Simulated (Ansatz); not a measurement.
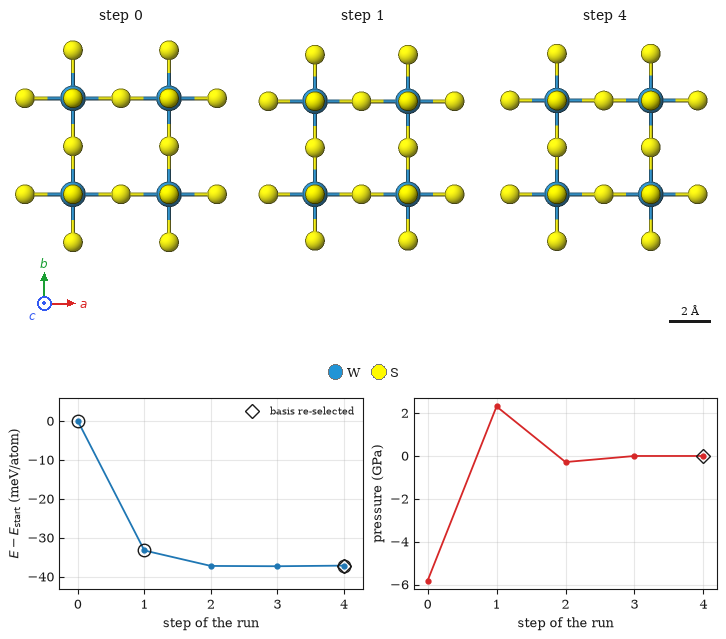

Frames of a relaxation of crystalline WS₃ (a generated structure, set up in Pm-3m), marked on the history of the run. The picture is a ball-and-stick view of the cell of the calculation, seen along the c axis.

Level of theory: DFT PBE, scalar-relativistic, plane waves, PAW in Ansatz 0.2.0.

Input
```yaml
crystal:
  lattice:
    - [4.795817985, 0.0, 0.0]
    - [0.0, 4.795817985, 0.0]
    - [0.0, 0.0, 4.795817985]
  atoms:
    - { symbol: W, position: [0.0, 0.0, 0.0] }
    - { symbol: S, position: [0.0, 0.0, 0.5] }
    - { symbol: S, position: [0.0, 0.5, 0.0] }
    - { symbol: S, position: [0.5, 0.0, 0.0] }
basis:
  ecutwfc: 420
kpoints:
  mp_grid: { grid: [10, 10, 10] }
hamiltonian:
  xc: pbe
scf:
  occupations: { method: gaussian, width: 0.1 }
output:
  forces: true
  stress: true
  eigenvalues: true
relax:
  adjacent_minimum: "off"
  f_tol: 0.005
  max_steps: 80
  cell: { stress_tol: 0.05 }
```

Run as
```bash
ansatz run input.yaml --threads 4 --pin off --max-ram 12288MiB --backend cpu --events-out ev --progress --plain --runs-dir out
```

> Describe the path.

No atom moves by more than 0.005 Å relative to the cell. Cell: a = b = c 4.796 → 4.682 Å (−2.4 %). Volume −6.9 %. Near-neighbour distances that change, for instance: W1–S2 2.398 → 2.341 Å. The space group stays Pm-3m (No. 221). Over 3 accepted moves (4 points after the start) the energy falls by 37.2 meV per atom. All forces vanish by symmetry, so only the cell relaxes. The pressure goes from −5.82 to 0.00 GPa. The SCF was repeated once at an unchanged geometry on a basis and grid sized afresh for the cell, which shifted the energy by 0.2 meV per atom at most. From step 0 to 1: volume −9.0 %, energy −33.3 meV per atom. From step 1 to 4: volume +2.3 %, energy −3.9 meV per atom.

```csv
step,"E − E(0), meV/atom","pressure, GPa","volume, Å³/atom",note
0,0.00,-5.82,27.576,
1,-33.27,2.30,25.082,
2,-37.24,-0.29,25.742,
3,-37.31,0.00,25.665,
4,-37.16,0.00,25.665,"same geometry, new basis"
```
